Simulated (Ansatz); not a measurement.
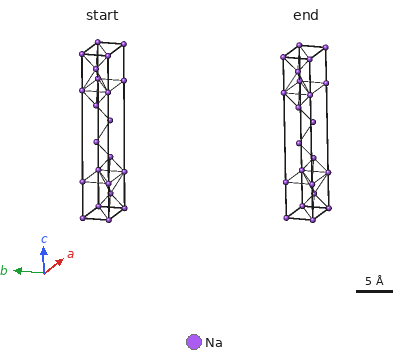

The structure of a crystal of Na (built on the database_12 type) before (left) and after (right) a relaxation, at one scale.

Style: ball-and-stick. Shown: the conventional cell (3 times the calculation's cell), from a free direction. Lengths and directions refer to the drawn axes.

Case: structure listed in a database for this formula (C2/m, No. 12).

Method: Ansatz 0.2.0, DFT r2SCAN, scalar-relativistic, plane waves, PAW.

The input:
```yaml
crystal:
  lattice:
    - [3.1966520447, -1.8565520294, 0.0]
    - [3.1966520447, 1.8565520294, 0.0]
    - [-2.1744518352, 0.0, 9.3648511597]
  atoms:
    - { symbol: Na, position: [0.0, 0.0, 0.0] }
    - { symbol: Na, position: [0.222415, 0.222415, 0.666676] }
    - { symbol: Na, position: [0.777585, 0.777585, 0.333324] }
basis:
  ecutwfc: 500
kpoints:
  mp_grid: { grid: [14, 14, 6] }
hamiltonian:
  xc: r2scan
scf:
  occupations: { method: gaussian, width: 0.1 }
output:
  forces: true
  stress: true
  eigenvalues: true
relax:
  adjacent_minimum: "off"
  f_tol: 0.01
  max_steps: 80
  cell: { stress_tol: 0.05 }
```

**Describe what moved and what it gained.**

Over 4 accepted moves (5 points after the start) the energy falls by 1.7 meV per atom. Largest force component: 0.0019 eV/Å at the start, 0.002 eV/Å at the end. The pressure goes from 0.15 to 0.01 GPa. At 1 point the geometry stayed and the basis and grid were re-selected for the new cell (energy shift of 0.1 meV per atom at most each time). The largest moves relative to the cell, 0.026 Å, are those of Na2 and Na3. Na2 goes along [1 −1 0]. Cell: a = b 3.697 → 3.756 Å (+1.6 %), c 28.095 → 27.623 Å (−1.7 %), α 89.8° → 88.5°, β 90.2° → 91.5°, γ 119.7° → 119.5°. Volume +1.7 %. Near-neighbour distances that change, for instance: Na1–Na1 3.713 → 3.784 Å, Na1–Na1 (another image) 3.697 → 3.756 Å, Na1–Na2 3.781 → 3.732 Å, Na2–Na3 3.773 → 3.729 Å. The space group stays C2/m (No. 12).
